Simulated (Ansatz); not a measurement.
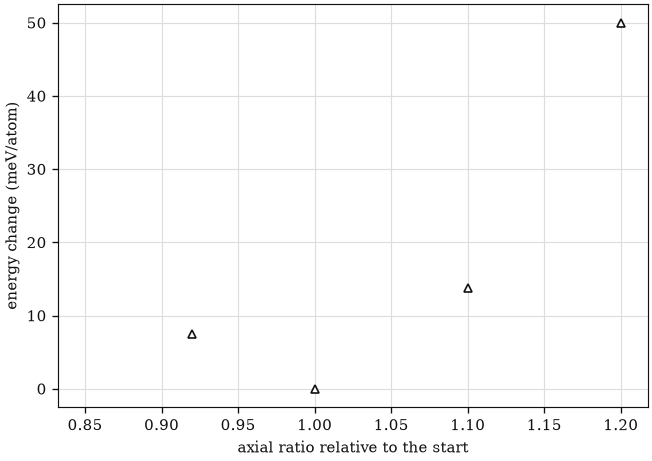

The figure shows the energy change against relative axial ratio for KI, space group Cmcm (No. 63).

Structure:
```
CELL_PARAMETERS angstrom
2.51266 -4.25523 0.00000
2.51266 4.25523 0.00000
0.00000 0.00000 8.67659
ATOMIC_POSITIONS crystal
K 0.50000 0.50000 0.50000
K 0.50000 0.50000 0.00000
I 0.84023 0.15977 0.25000
I 0.15977 0.84023 0.75000
```

Calculation (Ansatz 0.2.0): deformation of a crystal at fixed volume, lengths along the axis scaled against those across it, fractional coordinates fixed, by plane-wave density functional theory with PAW datasets, free energies less that of the undisturbed cell; scalar-relativistic. Level: LDA, no spin polarisation.

| setting | value |
| --- | --- |
| wave cutoff | 420 eV |
| k mesh | 6×6×4 |
| occupations | Gaussian |
| smearing width | 0.05 eV |
| k shift | (0, 0, 0) (mesh steps) |
| start | as given |
| path | axial |
| axis direction | (0, 0, 1) (Cartesian unit vector) |

The point at relative axial ratio 0.85 is left out of the plot. What does the calculation give there?

| axial ratio relative to the start | energy change (meV/atom) |
| --- | --- |
| 0.85 | 30.22 |

Limits of the calculation: reference crystal is not relaxed; shape and atomic fractions are frozen while scaling, which makes layered, chain and framework solids too stiff.
